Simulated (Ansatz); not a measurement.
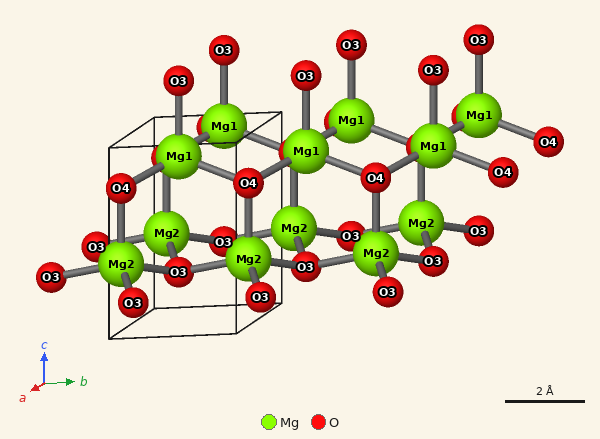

This is a crystal of MgO (built on the wurtzite type) at its r2SCAN-relaxed geometry. The picture is a ball-and-stick view of the cell of the calculation, repeated 2 × 3 × 1 with one cell outlined, seen slightly off an axis.

Level of theory: Ansatz, DFT, r2SCAN, plane waves, PAW. (plane-wave cutoff 500 eV; k-point mesh 12 × 12 × 6; occupations fixed; no spin polarisation)

The variant: The cell is strained by −1.0 % along c and none across it (volume −1.0 %). The atoms were relaxed with r2SCAN under that strain, and this is a single point on that geometry.

Predict the response.

Answer. Among the bonded contacts that change: Mg–O 1.971 → 1.966 Å, Mg–O 1.987 → 1.983 Å. The space group stays P6_3mc (No. 186). The energy changes by less than 1 meV per atom. The pressure goes from 0.0 to 1.1 GPa. The principal stresses (compression positive) are 1.2 GPa along c and 1.0 GPa across it. The forces stay under 0.01 eV/Å. The band gap: 4.22 eV before, 4.24 eV after.
